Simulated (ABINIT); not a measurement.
## Pb: workfunction calculation (part 2 of 2)

Pb (slab, 5 atoms in the cell); Kohn-Sham DFT of a periodic cell, PBE, JTH PAW PBE v2.0, no spin polarisation (ABINIT 10.8.3); cutoff 598.65 eV, 8×8×1 k-mesh, fermi-dirac of 0.05 eV. The structure derives from an entry of the Crystallography Open Database.

Geometry of the input (Å; fractional positions):
```
3.4928  -0.0000  0.0000
-0.0000  3.4928  0.0000
0.0000  0.0000  24.8792
Pb 0.5000  0.5000  0.3015
Pb 0.0000  0.0000  0.4007
Pb 0.5000  0.5000  0.5000
Pb 0.0000  0.0000  0.5993
Pb 0.5000  0.5000  0.6985
```

**Output, continued**
```
  9.51E-12 2.90E-12 2.47E-11 2.24E-11 3.38E-11 3.38E-11 5.52E-11 4.86E-11
  1.25E-11 3.98E-11 2.93E-11 5.60E-11 5.71E-11 3.99E-11 4.52E-11 2.08E-11
  4.26E-11 5.49E-11 5.18E-11 4.54E-11 3.95E-11 2.84E-11 3.23E-11 2.39E-11
  1.81E-11 8.10E-13 3.51E-13 4.49E-13 5.38E-12 4.80E-12 1.10E-12 2.42E-12
  2.74E-12 6.78E-12 3.50E-12 1.37E-11 8.44E-12 4.48E-11 2.03E-10 4.98E-10
  9.46E-10 9.79E-09
   0.2500  0.2500  0.0000    1  6.46712E-09 kpt; spin; max resid(k); each band:
  2.54E-11 1.99E-11 1.97E-11 2.62E-11 1.88E-11 4.49E-11 4.98E-11 4.86E-11
  5.53E-11 2.28E-11 3.87E-11 3.33E-11 1.21E-11 4.64E-11 1.43E-11 5.06E-11
  3.28E-11 4.91E-11 3.46E-11 5.58E-11 5.52E-11 4.59E-11 4.68E-11 6.08E-11
  4.07E-11 8.13E-13 1.74E-12 4.42E-12 3.66E-12 2.68E-12 4.28E-13 8.50E-12
  1.62E-13 9.85E-12 3.11E-13 1.30E-11 9.48E-13 3.27E-11 1.62E-10 3.86E-12
  6.47E-09 2.25E-09
   0.3750  0.2500  0.0000    1  8.39548E-10 kpt; spin; max resid(k); each band:
  2.39E-11 2.08E-11 2.17E-11 3.15E-11 4.70E-11 5.91E-11 4.31E-11 3.17E-11
  3.36E-11 3.64E-11 2.84E-11 1.73E-11 1.17E-11 4.91E-11 4.67E-11 2.71E-11
  5.21E-11 5.34E-11 5.07E-11 4.72E-11 5.54E-11 5.25E-11 4.17E-11 4.56E-11
  4.28E-11 7.34E-13 1.70E-12 3.65E-12 2.92E-12 1.74E-12 1.75E-12 1.65E-12
  2.06E-12 5.16E-12 6.33E-12 1.96E-12 5.59E-12 9.13E-12 3.72E-12 4.60E-12
  3.80E-10 8.40E-10
   0.5000  0.2500  0.0000    1  5.90069E-11 kpt; spin; max resid(k); each band:
  1.88E-11 2.52E-11 2.02E-11 3.51E-11 4.05E-11 5.90E-11 3.66E-11 2.29E-11
  2.30E-11 3.37E-11 3.65E-11 6.96E-12 7.94E-12 3.93E-11 2.88E-11 5.03E-11
  2.10E-11 4.87E-11 4.61E-11 3.95E-11 4.30E-11 1.48E-11 3.13E-11 1.87E-11
  1.45E-11 4.35E-13 9.81E-14 3.85E-13 4.24E-12 2.54E-12 5.10E-13 1.82E-12
  1.75E-12 6.55E-12 2.48E-12 5.85E-12 9.16E-12 8.53E-13 5.81E-12 2.71E-12
  4.08E-12 6.59E-12
   0.3750  0.3750  0.0000    1  1.22919E-07 kpt; spin; max resid(k); each band:
  2.67E-11 2.33E-11 1.80E-11 3.31E-11 5.98E-11 5.97E-11 5.11E-11 1.36E-11
  2.63E-11 1.05E-11 3.77E-11 2.24E-11 1.04E-11 3.32E-11 4.24E-11 4.80E-11
  4.70E-11 3.75E-11 3.86E-11 2.70E-11 4.70E-11 5.70E-11 1.12E-11 5.74E-11
  4.73E-11 3.21E-13 1.48E-12 2.80E-12 2.30E-12 2.07E-12 5.66E-14 4.85E-13
  2.54E-13 2.64E-12 6.72E-12 8.22E-13 6.02E-13 6.47E-12 1.13E-12 8.18E-12
  5.42E-12 1.23E-07
   0.5000  0.3750  0.0000    1  1.25943E-06 kpt; spin; max resid(k); each band:
  2.54E-11 2.67E-11 1.41E-11 3.61E-11 5.28E-11 5.35E-11 5.08E-11 1.93E-11
  1.21E-11 9.71E-12 2.88E-11 2.19E-11 2.28E-11 2.27E-11 2.83E-11 5.45E-11
  3.21E-11 2.43E-11 2.06E-11 4.43E-11 3.74E-11 4.19E-12 1.43E-12 1.87E-12
  1.01E-11 1.99E-13 2.76E-13 2.53E-13 5.16E-12 3.35E-12 6.30E-14 6.21E-13
  1.54E-12 1.58E-12 8.15E-13 3.99E-13 1.89E-12 1.07E-12 4.24E-12 1.38E-12
  3.00E-07 1.26E-06
   0.5000  0.5000  0.0000    1  6.10476E-06 kpt; spin; max resid(k); each band:
  2.69E-11 2.70E-11 1.03E-11 2.52E-11 5.82E-11 6.12E-11 3.24E-11 1.90E-11
  8.05E-12 8.69E-12 8.74E-12 1.22E-11 5.52E-11 5.52E-11 1.09E-11 3.40E-11
  9.27E-18 2.15E-11 2.02E-11 3.85E-11 3.86E-11 9.41E-16 9.01E-16 6.74E-16
  6.78E-16 4.92E-13 1.84E-13 2.60E-13 6.70E-12 5.04E-12 1.68E-13 1.78E-13
  7.19E-13 7.19E-13 6.85E-13 1.01E-12 5.99E-13 5.99E-13 6.70E-12 3.54E-13
  4.15E-07 6.10E-06
 reduced coordinates (array xred) for    5 atoms
       0.500000000000      0.500000000000      0.301456638500
       0.000000000000      0.000000000000      0.400728319200
       0.500000000000      0.500000000000      0.500000000000
       0.000000000000      0.000000000000      0.599271680800
       0.500000000000      0.500000000000      0.698543361500
 rms dE/dt=  1.7247E-01; max dE/dt=  4.6661E-01; dE/dt below (all hartree)
    1       0.000000000000      0.000000000000     -0.073230995207
    2       0.000000000000      0.000000000000      0.466612221733
    3       0.000000000000      0.000000000000      0.000000000000
    4       0.000000000000      0.000000000000     -0.466612221733
    5      -0.000000000000     -0.000000000000      0.073230995207

 cartesian coordinates (angstrom) at end:
    1      1.74641232697920     1.74641232697920     7.49999999548279
    2      0.00000000000000     0.00000000000000     9.96979999227925
    3      1.74641232697920     1.74641232697920    12.43959999156362
    4      0.00000000000000     0.00000000000000    14.90939999084799
    5      1.74641232697920     1.74641232697920    17.37919998764444

 cartesian forces (hartree/bohr) at end:
    1     -0.00000000000000    -0.00000000000000     0.00155761333947
    2     -0.00000000000000    -0.00000000000000    -0.00992477869345
    3     -0.00000000000000    -0.00000000000000    -0.00000000000000
    4     -0.00000000000000    -0.00000000000000     0.00992477869345
    5      0.00000000000000     0.00000000000000    -0.00155761333947
 frms,max,avg= 3.6683764E-03 9.9247787E-03   0.000E+00  0.000E+00  0.000E+00 h/b

 cartesian forces (eV/Angstrom) at end:
    1     -0.00000000000000    -0.00000000000000     0.08009569829848
    2     -0.00000000000000    -0.00000000000000    -0.51035264000835
    3     -0.00000000000000    -0.00000000000000    -0.00000000000000
    4     -0.00000000000000    -0.00000000000000     0.51035264000835
    5      0.00000000000000     0.00000000000000    -0.08009569829848
 frms,max,avg= 1.8863550E-01 5.1035264E-01   0.000E+00  0.000E+00  0.000E+00 e/A
 length scales=  6.600482001800  6.600482001800 47.014874199800 bohr
              =  3.492824653958  3.492824653958 24.879199983127 angstroms
 Fermi (or HOMO) energy (eV) =   1.79870   Average Vxc (eV)=  -5.36082
 Eigenvalues (   eV  ) for nkpt=  15  k points:
 kpt#   1, nband= 42, wtk=  0.01563, kpt=  0.0000  0.0000  0.0000 (reduced coord)
 -15.43580  -15.34132  -15.34068  -15.32295  -15.25767  -15.25308  -15.25308  -15.24661
 -15.24604  -15.22663  -15.14859  -15.14859  -15.13757  -15.12821  -15.11051  -15.11051
 -15.11010  -15.04424  -15.03395  -14.98902  -14.98902  -14.98126  -14.97411  -14.95009
 -14.95009   -9.77587   -9.11009   -8.14172   -6.84060   -5.53373   -0.88145    0.71607
   2.69189    4.12578    4.12578    4.48709    4.91309    4.91309    5.41754    5.55309
   6.03134    6.03134
 kpt#   2, nband= 42, wtk=  0.06250, kpt=  0.1250  0.0000  0.0000 (reduced coord)
 -15.40942  -15.32173  -15.31715  -15.30035  -15.26740  -15.24696  -15.23438  -15.22797
 -15.22661  -15.21595  -15.17359  -15.15239  -15.13387  -15.12245  -15.12053  -15.10315
 -15.10119  -15.05936  -15.04672  -15.00850  -14.99173  -14.98783  -14.97566  -14.97423
 -14.95068   -9.57421   -8.91173   -7.95611   -6.68820   -5.45418   -0.67285    0.65559
   2.06337    2.83776    3.45426    4.10196    4.35932    4.92772    5.12757    5.18397
   6.00153    6.09276
 kpt#   3, nband= 42, wtk=  0.06250, kpt=  0.2500  0.0000  0.0000 (reduced coord)
 -15.36658  -15.29291  -15.27135  -15.27082  -15.25622  -15.23639  -15.21306  -15.21231
 -15.20831  -15.19262  -15.19058  -15.14042  -15.13109  -15.13056  -15.11395  -15.09545
 -15.07041  -15.06863  -15.05963  -15.03652  -15.02930  -15.01054  -14.99760  -14.96480
 -14.96193   -8.97175   -8.32574   -7.42310   -6.28944   -5.34280   -0.37307   -0.25023
   0.50160    1.06176    2.32399    2.47813    4.05769    4.32267    5.03493    5.67012
   5.73754    6.39566
 kpt#   4, nband= 42, wtk=  0.06250, kpt=  0.3750  0.0000  0.0000 (reduced coord)
 -15.33862  -15.30964  -15.24856  -15.24441  -15.23784  -15.23780  -15.23489  -15.21131
 -15.20709  -15.19714  -15.18318  -15.14020  -15.13970  -15.13771  -15.10650  -15.10134
 -15.09641  -15.03013  -15.02199  -15.01992  -14.99897  -14.99480  -14.98426  -14.98226
 -14.96542   -7.99645   -7.40794   -6.67607   -5.95792   -5.68854   -1.53634   -1.36130
  -0.54451    0.05874    1.49414    1.55244    3.28115    4.50603    5.57319    6.07374
   6.27844    6.62756
 kpt#   5, nband= 42, wtk=  0.03125, kpt=  0.5000  0.0000  0.0000 (reduced coord)
 -15.32822  -15.31796  -15.24951  -15.24247  -15.24141  -15.22803  -15.22718  -15.21911
 -15.21265  -15.19463  -15.19013  -15.18344  -15.15255  -15.13523  -15.11332  -15.10480
 -15.07335  -15.01777  -14.99603  -14.99498  -14.99137  -14.98606  -14.98081  -14.96834
 -14.95673   -6.80204   -6.74995   -6.44298   -6.34344   -6.20808   -2.03162   -1.83582
  -0.94687   -0.44632    0.30506    2.38479    3.44275    3.92808    5.48025    5.95310
   7.26453    7.31966
 kpt#   6, nband= 42, wtk=  0.06250, kpt=  0.1250  0.1250  0.0000 (reduced coord)
 -15.37750  -15.30981  -15.29050  -15.27693  -15.27400  -15.24287  -15.21941  -15.21169
 -15.20616  -15.20206  -15.18142  -15.16008  -15.13744  -15.12866  -15.11701  -15.10848
 -15.08968  -15.07952  -15.06036  -15.01099  -14.99996  -14.99541  -14.99284  -14.98461
 -14.95164   -9.37297   -8.71474   -7.77300   -6.53826   -5.37135   -0.46603    0.68477
   1.91089    2.69471    3.19540    3.35024    3.44335    4.51013    4.62822    4.74931
   5.44541    5.86467
 kpt#   7, nband= 42, wtk=  0.12500, kpt=  0.2500  0.1250  0.0000 (reduced coord)
 -15.32871  -15.30253  -15.26435  -15.25074  -15.24049  -15.23475  -15.21690  -15.20308
 -15.19165  -15.16478  -15.16376  -15.13769  -15.13659  -15.13157  -15.12743  -15.11088
 -15.10180  -15.07181  -15.05659  -15.03113  -15.02423  -15.01829  -15.00861  -14.98172
 -14.95879   -8.77245   -8.13328   -7.24749   -6.14539   -5.24313   -0.16146   -0.03853
   0.69786    1.20714    2.19317    2.56601    3.46937    3.70553    4.10733    4.62471
   5.10349    5.83407
 kpt#   8, nband= 42, wtk=  0.12500, kpt=  0.3750  0.1250  0.0000 (reduced coord)
 -15.31852  -15.30540  -15.26819  -15.25725  -15.24458  -15.21811  -15.20903  -15.19574
 -15.19078  -15.17450  -15.16583  -15.16394  -15.13332  -15.12884  -15.12052  -15.11023
 -15.08501  -15.03130  -15.02912  -15.01285  -15.01101  -14.99747  -14.98210  -14.97640
 -14.97415   -7.80238   -7.22488   -6.51324   -5.81436   -5.54467   -1.31089   -1.15115
  -0.38187    0.23700    1.63305    1.66259    3.14644    4.13672    4.67350    5.04485
   5.27168    5.98880
 kpt#   9, nband= 42, wtk=  0.06250, kpt=  0.5000  0.1250  0.0000 (reduced coord)
 -15.32385  -15.29657  -15.27553  -15.27242  -15.24603  -15.21120  -15.20541  -15.20268
 -15.19963  -15.18602  -15.17771  -15.17406  -15.14454  -15.12695  -15.12384  -15.09041
 -15.08083  -15.01823  -15.01262  -14.99886  -14.99113  -14.98233  -14.98018  -14.96528
 -14.95256   -6.62240   -6.57026   -6.28087   -6.17666   -6.05421   -1.80515   -1.62416
  -0.76262   -0.30602    0.38618    2.56166    3.53543    3.86973    5.13331    5.39107
   5.69042    5.69249
 kpt#  10, nband= 42, wtk=  0.06250, kpt=  0.2500  0.2500  0.0000 (reduced coord)
 -15.33127  -15.27959  -15.27842  -15.24528  -15.24057  -15.21060  -15.18751  -15.17898
 -15.17222  -15.16362  -15.15738  -15.12819  -15.12529  -15.11590  -15.11133  -15.08912
 -15.08405  -15.07674  -15.05383  -15.03772  -15.03502  -15.02425  -15.02057  -14.99986
 -14.95485   -8.17937   -7.56654   -6.74422   -5.76419   -5.04071    0.28487    0.45029
   0.68060    1.15925    1.43349    1.59868    2.50499    2.72720    3.31039    3.85981
   4.01273    5.16484
 kpt#  11, nband= 42, wtk=  0.12500, kpt=  0.3750  0.2500  0.0000 (reduced coord)
 -15.35147  -15.31345  -15.30003  -15.26762  -15.23786  -15.21505  -15.19947  -15.19743
 -15.17488  -15.16135  -15.14635  -15.13946  -15.12926  -15.08621  -15.08272  -15.06357
 -15.05493  -15.03928  -15.02897  -15.01742  -15.01664  -15.00073  -14.97755  -14.97677
 -14.96135   -7.22819   -6.68864   -6.04690   -5.41986   -5.16561   -0.66455   -0.60465
  -0.04716    0.67015    1.48770    1.78925    2.04784    2.47826    2.93453    3.87812
   4.19018    4.61020
 kpt#  12, nband= 42, wtk=  0.06250, kpt=  0.5000  0.2500  0.0000 (reduced coord)
 -15.35310  -15.33553  -15.31038  -15.28198  -15.22905  -15.22585  -15.22060  -15.21593
 -15.17236  -15.16954  -15.16260  -15.13690  -15.10050  -15.08876  -15.07252  -15.06436
 -15.06201  -15.02451  -15.01926  -15.00659  -14.98877  -14.96981  -14.96032  -14.95205
 -14.94778   -6.10274   -6.04849   -5.81278   -5.69783   -5.61161   -1.15864   -1.03900
  -0.28628   -0.07542    0.37436    2.88229    3.03415    3.04989    3.31608    3.44768
   3.48839    4.04965
 kpt#  13, nband= 42, wtk=  0.06250, kpt=  0.3750  0.3750  0.0000 (reduced coord)
 -15.38216  -15.35980  -15.32955  -15.28735  -15.25956  -15.23875  -15.22842  -15.19087
 -15.19000  -15.18106  -15.16234  -15.12858  -15.08153  -15.05079  -15.04101  -15.02937
 -15.02149  -15.01516  -14.98664  -14.98549  -14.98119  -14.97238  -14.96197  -14.95464
 -14.94845   -6.32556   -5.87680   -5.40764   -4.98301   -4.85200   -0.72698    0.04483
   0.25310    0.28768    0.70922    0.95535    1.13624    1.82421    2.49652    2.95905
   3.76906    4.10859
 kpt#  14, nband= 42, wtk=  0.06250, kpt=  0.5000  0.3750  0.0000 (reduced coord)
 -15.38859  -15.38473  -15.34064  -15.30097  -15.25874  -15.25446  -15.24155  -15.20899
 -15.19969  -15.19605  -15.16953  -15.11877  -15.05492  -15.04393  -15.03362  -15.03250
 -15.01083  -15.00508  -14.98252  -14.97845  -14.96970  -14.93119  -14.93090  -14.93078
 -14.92860   -5.36289   -5.29684   -5.15729   -5.03363   -4.99924   -0.61306   -0.59280
  -0.40799   -0.06387   -0.02861    1.45648    1.74128    1.82389    2.50478    2.86548
   3.64777    3.67743
 kpt#  15, nband= 42, wtk=  0.01563, kpt=  0.5000  0.5000  0.0000 (reduced coord)
 -15.40337  -15.40337  -15.35205  -15.30716  -15.27465  -15.27465  -15.24156  -15.21940
 -15.21039  -15.19901  -15.19901  -15.10305  -15.03371  -15.03371  -15.03353  -15.01709
 -15.00883  -14.99039  -14.96546  -14.96494  -14.96494  -14.90681  -14.90679  -14.90357
 -14.90357   -4.91445   -4.82610   -4.77232   -4.64728   -4.64068   -1.22772   -1.22772
  -0.44675   -0.44675    0.65403    0.65403    2.01693    2.01693    2.43686    2.44101
   3.27349    3.27716
 Total charge density [el/Bohr^3]
)     Maximum=    1.9620E+00  at reduced coord.    0.5000    0.5000    0.5000
)Next maximum=    1.9615E+00  at reduced coord.    0.5000    0.5000    0.6979
)     Minimum=    0.0000E+00  at reduced coord.    0.0000    0.0000    0.0000
)Next minimum=    0.0000E+00  at reduced coord.    0.0250    0.0000    0.0000
   Integrated=    7.0000E+01

--- !EnergyTerms
iteration_state     : {dtset: 1, }
comment             : Components of total free energy in Hartree
kinetic             :  2.50256842983984E+01
hartree             :  7.99955090154956E+02
xc                  : -1.25507444217531E+01
Ewald energy        :  4.90513149141478E+02
psp_core            :  4.02327565606235E+00
local_psp           : -1.72462197804513E+03
PAW spherical_terms :  1.11657388029894E+02
internal            : -3.05998135186089E+02
'-kT*entropy'       : -1.07544839017905E-03
total_energy        : -3.05999210634479E+02
total_energy_eV     : -8.32666271154011E+03
...

--- !EnergyTermsDC
iteration_state     : {dtset: 1, }
comment             : '"Double-counting" decomposition of free energy'
band_energy         : -3.01634747636603E+01
Ewald energy        :  4.90513149141478E+02
psp_core            :  4.02327565606235E+00
xc_dc               : -7.99049361458483E+02
PAW spherical_terms :  2.86782646221369E+01
internal            : -3.05998146802466E+02
'-kT*entropy'       : -1.07544839017905E-03
total_energy_dc     : -3.05999222250856E+02
total_energy_dc_eV  : -8.32666302763783E+03
...

--- !EnergyTermsWithPAWCore
iteration_state     : {dtset: 1, }
comment             : 'Components of total free energy, including PAW core contributions'
Total energy        : -1.04410167171778E+05
Total energy DC     : -1.04410167183395E+05
Total energy (eV)   : -2.84114538691870E+06
Total energy DC (eV): -2.84114538723480E+06
...

 Cartesian components of stress tensor (hartree/bohr^3)
  sigma(1 1)= -6.50320858E-06  sigma(3 2)=  0.00000000E+00
  sigma(2 2)= -6.50320858E-06  sigma(3 1)=  0.00000000E+00
  sigma(3 3)= -3.08789558E-05  sigma(2 1)=  0.00000000E+00

-Cartesian components of stress tensor (GPa)         [Pressure=  4.3038E-01 GPa]
- sigma(1 1)= -1.91331002E-01  sigma(3 2)=  0.00000000E+00
- sigma(2 2)= -1.91331002E-01  sigma(3 1)=  0.00000000E+00
- sigma(3 3)= -9.08490246E-01  sigma(2 1)=  0.00000000E+00

== END DATASET(S) ==============================================================
================================================================================

 -outvars: echo values of variables after computation  --------
            acell      6.6004820018E+00  6.6004820018E+00  4.7014874200E+01 Bohr
           etotal     -3.0599922225E+02
            fcart     -1.9122504205E-31 -2.0317660718E-31  1.5576133395E-03
                      -1.9122504205E-31 -2.3903130256E-32 -9.9247786935E-03
                      -1.9122504205E-31 -2.3903130256E-32 -1.3010426070E-19
                      -1.9122504205E-31 -2.3903130256E-32  9.9247786935E-03
                       7.6490016821E-31  2.7488599795E-31 -1.5576133395E-03
           strten     -6.5032085753E-06 -6.5032085753E-06 -3.0878955844E-05
                       0.0000000000E+00  0.0000000000E+00  0.0000000000E+00
           xangst      1.7464123270E+00  1.7464123270E+00  7.4999999955E+00
                       0.0000000000E+00  0.0000000000E+00  9.9697999923E+00
                       1.7464123270E+00  1.7464123270E+00  1.2439599992E+01
                       0.0000000000E+00  0.0000000000E+00  1.4909399991E+01
                       1.7464123270E+00  1.7464123270E+00  1.7379199988E+01
             xred      5.0000000000E-01  5.0000000000E-01  3.0145663850E-01
                       0.0000000000E+00  0.0000000000E+00  4.0072831920E-01
                       5.0000000000E-01  5.0000000000E-01  5.0000000000E-01
                       0.0000000000E+00  0.0000000000E+00  5.9927168080E-01
                       5.0000000000E-01  5.0000000000E-01  6.9854336150E-01
 Calculation completed.
```

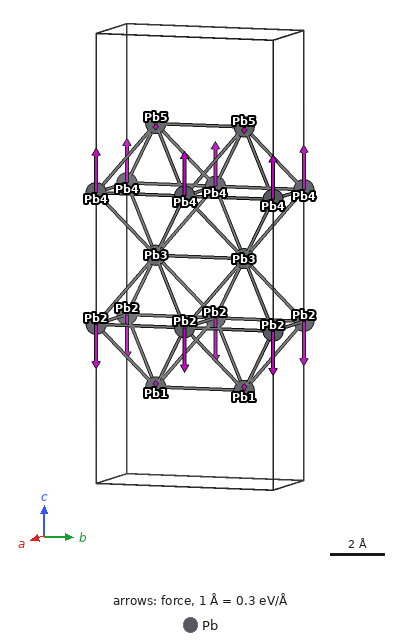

Forces on the atoms as pink arrows (ball-and-stick view of the 1 × 2 repeat of the cell, with the vacuum cut short, seen slightly off an axis; atoms are numbered from 1 in the order of the input). The largest act on Pb2, Pb4 (0.51 eV/Å). The geometry is not a stationary point of this energy.

**Key numbers**

```csv
quantity,value
outcome,converged
electrons treated,70
free energy,−8326.6630 eV
work function,3.72 eV
Fermi energy,1.799 eV
gap on the k-point mesh,none (metallic)
largest force (length of the vector),0.510 eV/Å
hardware,"4 threads of Arm Neoverse V2, 24 GiB of memory available, shared host"
wall time,4.2 min (CPU time 17 min)
peak memory,1 GiB
```

Spin–orbit coupling is left out, which matters for Pb.
